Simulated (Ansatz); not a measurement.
# Geometry relaxation of B₄N₃ (part 4 of 4)

Continued. System: B₄N₃ (slab, 7 atoms in the cell). Method: DFT PBE+D3(BJ), scalar-relativistic, plane waves, PAW, spin-polarised (Ansatz 0.2.0); cutoff 420 eV, 12×12×1 k-mesh, Gaussian smearing of 0.05 eV, collinear spins. The structure derives from an entry of the Crystallography Open Database. The input holds or restrains some coordinates. It belongs to a series of runs on one base structure; here: B put at a bridge N-N site.

Geometry of the input (Å; fractional positions):
```
2.5064  0.0000  0.0000
-1.2532  2.1706  0.0000
0.0000  0.0000  25.6168
B  0.3333  0.6667  0.3318
N  0.6667  0.3333  0.3318
B  0.6667  0.3333  0.4610
N  0.3333  0.6667  0.4610
B  0.3333  0.6667  0.5901
N  0.6667  0.3333  0.5901
B  0.1667  -0.1667  0.6494
```

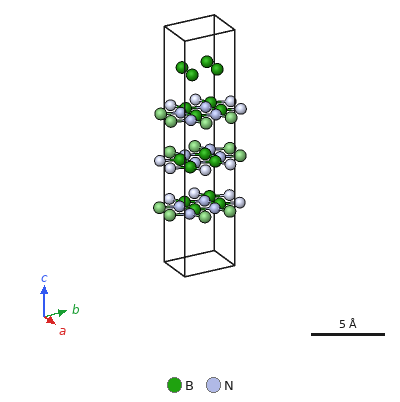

The geometry at step 14 of the log (ball-and-stick view of the 2 × 2 repeat of the cell, with the vacuum cut short, seen slightly off an axis; neighbours outside the cell are drawn fainter).

## Trajectory as extended XYZ, continued
```
7
Lattice="2.5064 0.0000 0.0000 -1.2532 2.1706 0.0000 0.0000 0.0000 25.6168" Properties=species:S:1:pos:R:3:forces:R:3 step=7 energy=-1780.29160
B     0.0000    1.4471    8.5000   -0.0010   0.0006   0.0214
N     1.2532    0.7235    8.5000   -0.0026   0.0015  -0.0271
B     1.1668    0.7734   11.8177   -0.0110   0.0064  -0.0811
N    -0.0867    1.4971   11.8111    0.0122  -0.0071   0.0693
B    -0.1274    1.5206   15.0984    0.0038  -0.0022  -0.1926
N     1.1254    0.7974   14.9657   -0.0025   0.0014  -0.0914
B     1.1494   -0.6636   17.1601    0.0011  -0.0006   0.3016
7
Lattice="2.5064 0.0000 0.0000 -1.2532 2.1706 0.0000 0.0000 0.0000 25.6168" Properties=species:S:1:pos:R:3:forces:R:3 step=8 energy=-1780.33177
B     0.0000    1.4471    8.5000   -0.0007   0.0004   0.0250
N     1.2532    0.7235    8.5000   -0.0019   0.0011  -0.0176
B     1.1808    0.7653   11.8694   -0.0253   0.0146  -0.1945
N    -0.0730    1.4892   11.8558    0.0232  -0.0134   0.1619
B    -0.1424    1.5293   15.1415    0.0344  -0.0199  -0.4231
N     1.1094    0.8066   15.0308   -0.0467   0.0270  -0.1236
B     1.2565   -0.7255   17.3097    0.0170  -0.0098   0.5719
7
Lattice="2.5064 0.0000 0.0000 -1.2532 2.1706 0.0000 0.0000 0.0000 25.6168" Properties=species:S:1:pos:R:3:forces:R:3 step=9 energy=-1780.42074
B     0.0000    1.4471    8.5000   -0.0005   0.0003   0.0259
N     1.2532    0.7235    8.5000   -0.0014   0.0008  -0.0156
B     1.1998    0.7544   11.8818   -0.0342   0.0197  -0.2235
N    -0.0542    1.4784   11.8667    0.0284  -0.0164   0.1819
B    -0.1719    1.5464   15.1431   -0.0526   0.0304  -0.4492
N     1.0787    0.8243   15.0570    0.0561  -0.0324   0.0354
B     1.3470   -0.7777   17.4738    0.0042  -0.0024   0.4452
7
Lattice="2.5064 0.0000 0.0000 -1.2532 2.1706 0.0000 0.0000 0.0000 25.6168" Properties=species:S:1:pos:R:3:forces:R:3 step=10 energy=-1780.49350
B     0.0000    1.4471    8.5000   -0.0005   0.0003   0.0260
N     1.2532    0.7235    8.5000   -0.0013   0.0008  -0.0171
B     1.2068    0.7503   11.8699   -0.0332   0.0192  -0.0980
N    -0.0472    1.4743   11.8639    0.0245  -0.0141   0.0466
B    -0.1889    1.5561   15.0843   -0.1209   0.0698   0.0578
N     1.0606    0.8348   15.0598    0.1133  -0.0654  -0.2457
B     1.4075   -0.8126   17.6566    0.0180  -0.0104   0.2306
7
Lattice="2.5064 0.0000 0.0000 -1.2532 2.1706 0.0000 0.0000 0.0000 25.6168" Properties=species:S:1:pos:R:3:forces:R:3 step=11 energy=-1780.52425
B     0.0000    1.4471    8.5000   -0.0008   0.0004   0.0224
N     1.2532    0.7235    8.5000   -0.0021   0.0012  -0.0249
B     1.1846    0.7631   11.8269   -0.0197   0.0114  -0.0413
N    -0.0691    1.4870   11.8244    0.0125  -0.0072   0.0130
B    -0.2181    1.5730   15.0721   -0.0872   0.0504  -0.0293
N     1.0325    0.8510   15.0528    0.0742  -0.0429  -0.0995
B     1.5254   -0.8807   17.8031    0.0230  -0.0133   0.1596
7
Lattice="2.5064 0.0000 0.0000 -1.2532 2.1706 0.0000 0.0000 0.0000 25.6168" Properties=species:S:1:pos:R:3:forces:R:3 step=12 energy=-1780.54882
B     0.0000    1.4471    8.5000   -0.0009   0.0005   0.0193
N     1.2532    0.7235    8.5000   -0.0025   0.0015  -0.0322
B     1.1762    0.7680   11.7919   -0.0045   0.0026   0.0098
N    -0.0772    1.4916   11.7929   -0.0039   0.0023  -0.0319
B    -0.2480    1.5903   15.0253   -0.0536   0.0309   0.0731
N     1.0036    0.8676   15.0196    0.0453  -0.0261  -0.0931
B     1.6114   -0.9303   17.9661    0.0202  -0.0117   0.0550
7
Lattice="2.5064 0.0000 0.0000 -1.2532 2.1706 0.0000 0.0000 0.0000 25.6168" Properties=species:S:1:pos:R:3:forces:R:3 step=13 energy=-1780.55797
B     0.0000    1.4471    8.5000   -0.0013   0.0008   0.0172
N     1.2532    0.7235    8.5000   -0.0032   0.0018  -0.0350
B     1.1531    0.7813   11.7815   -0.0007   0.0004  -0.0253
N    -0.1001    1.5049   11.7797   -0.0058   0.0033   0.0225
B    -0.2769    1.6070   15.0535   -0.0228   0.0132  -0.0173
N     0.9755    0.8839   15.0442    0.0150  -0.0087  -0.0001
B     1.7559   -1.0138   18.0764    0.0188  -0.0108   0.0379
7
Lattice="2.5064 0.0000 0.0000 -1.2532 2.1706 0.0000 0.0000 0.0000 25.6168" Properties=species:S:1:pos:R:3:forces:R:3 step=14 energy=-1780.56287
B     0.0000    1.4471    8.5000   -0.0016   0.0009   0.0179
N     1.2532    0.7235    8.5000   -0.0035   0.0020  -0.0337
B     1.1324    0.7933   11.7871    0.0035  -0.0020   0.0059
N    -0.1208    1.5168   11.7874   -0.0095   0.0055  -0.0086
B    -0.3039    1.6226   15.0625    0.0010  -0.0006   0.0731
N     0.9492    0.8991   15.0606   -0.0024   0.0014  -0.0510
B     1.8917   -1.0922   18.1867    0.0125  -0.0072  -0.0037
7
Lattice="2.5064 0.0000 0.0000 -1.2532 2.1706 0.0000 0.0000 0.0000 25.6168" Properties=species:S:1:pos:R:3:forces:R:3 step=15 energy=-1780.56606
B     0.0000    1.4471    8.5000   -0.0020   0.0012   0.0204
N     1.2532    0.7235    8.5000   -0.0036   0.0021  -0.0277
B     1.1020    0.8108   11.8150    0.0057  -0.0033   0.0158
N    -0.1511    1.5343   11.8160   -0.0098   0.0056  -0.0179
B    -0.3259    1.6352   15.1193    0.0219  -0.0127   0.0022
N     0.9278    0.9114   15.1124   -0.0186   0.0107   0.0070
B     2.0554   -1.1867   18.2094    0.0063  -0.0037   0.0001
7
Lattice="2.5064 0.0000 0.0000 -1.2532 2.1706 0.0000 0.0000 0.0000 25.6168" Properties=species:S:1:pos:R:3:forces:R:3 step=16 energy=-1780.56681
B     0.0000    1.4471    8.5000   -0.0025   0.0014   0.0216
N     1.2532    0.7235    8.5000   -0.0036   0.0021  -0.0243
B     1.0700    0.8293   11.8329    0.0080  -0.0046   0.0194
N    -0.1831    1.5528   11.8340   -0.0091   0.0053  -0.0155
B    -0.3303    1.6378   15.1680    0.0391  -0.0226  -0.0038
N     0.9239    0.9137   15.1609   -0.0304   0.0175  -0.0015
B     2.2049   -1.2730   18.2431   -0.0015   0.0009   0.0042
7
Lattice="2.5064 0.0000 0.0000 -1.2532 2.1706 0.0000 0.0000 0.0000 25.6168" Properties=species:S:1:pos:R:3:forces:R:3 step=17 energy=-1780.56714
B     0.0000    1.4471    8.5000   -0.0025   0.0014   0.0225
N     1.2532    0.7235    8.5000   -0.0035   0.0020  -0.0219
B     1.0643    0.8326   11.8456    0.0063  -0.0036  -0.0045
N    -0.1888    1.5561   11.8451   -0.0059   0.0034   0.0018
B    -0.3005    1.6206   15.1662    0.0339  -0.0196  -0.0119
N     0.9536    0.8965   15.1584   -0.0286   0.0165   0.0141
B     2.2010   -1.2708   18.2523    0.0003  -0.0002  -0.0001
7
Lattice="2.5064 0.0000 0.0000 -1.2532 2.1706 0.0000 0.0000 0.0000 25.6168" Properties=species:S:1:pos:R:3:forces:R:3 step=18 energy=-1780.56725
B     0.0000    1.4471    8.5000   -0.0026   0.0015   0.0215
N     1.2532    0.7235    8.5000   -0.0036   0.0021  -0.0239
B     1.0633    0.8332   11.8354    0.0035  -0.0020   0.0023
N    -0.1899    1.5568   11.8352    0.0004  -0.0002   0.0052
B    -0.2408    1.5861   15.1755    0.0204  -0.0118   0.0257
N     1.0128    0.8623   15.1708   -0.0213   0.0123  -0.0294
B     2.2039   -1.2724   18.2700    0.0032  -0.0019  -0.0015
7
Lattice="2.5064 0.0000 0.0000 -1.2532 2.1706 0.0000 0.0000 0.0000 25.6168" Properties=species:S:1:pos:R:3:forces:R:3 step=19 energy=-1780.56750
B     0.0000    1.4471    8.5000   -0.0023   0.0013   0.0238
N     1.2532    0.7235    8.5000   -0.0034   0.0019  -0.0195
B     1.0709    0.8288   11.8582    0.0020  -0.0011   0.0038
N    -0.1823    1.5524   11.8584    0.0022  -0.0013  -0.0089
B    -0.2138    1.5705   15.1789    0.0144  -0.0083   0.0114
N     1.0398    0.8468   15.1730   -0.0148   0.0085  -0.0095
B     2.2577   -1.3035   18.2704    0.0019  -0.0011  -0.0011
7
Lattice="2.5064 0.0000 0.0000 -1.2532 2.1706 0.0000 0.0000 0.0000 25.6168" Properties=species:S:1:pos:R:3:forces:R:3 step=20 energy=-1780.56773
B     0.0000    1.4471    8.5000   -0.0019   0.0011   0.0239
N     1.2532    0.7235    8.5000   -0.0032   0.0019  -0.0200
B     1.0994    0.8123   11.8551    0.0004  -0.0002  -0.0092
N    -0.1538    1.5359   11.8543    0.0028  -0.0016   0.0050
B    -0.1926    1.5583   15.1780    0.0048  -0.0028  -0.0188
N     1.0607    0.8347   15.1698   -0.0034   0.0019   0.0216
B     2.3066   -1.3317   18.2706    0.0004  -0.0002  -0.0025
```

## Results in brief

```csv
quantity,value
outcome,converged under the restraints of the input
electrons treated,27
free energy,−1780.5677 eV
"work function, top face",5.36 eV
"work function, bottom face",4.35 eV
Fermi energy,0.336 eV
gap on the k-point mesh,none (metallic)
net moment of the cell,0.03 μB
integrated absolute moment,0.03 μB
final volume,139.37 Å³
work function (upper face),5.36 eV
"largest force (length of the vector) at the end, held atoms and coordinates included",0.024 eV/Å
hardware,"1 thread of AMD EPYC (Zen 5), 176 GiB of memory available, shared host"
wall time,6.8 min
peak memory,0.58 GiB
```

## Notes

Notes on the run: some starting moments were not kept; the exchange-correlation potential is rough where the density is thin.
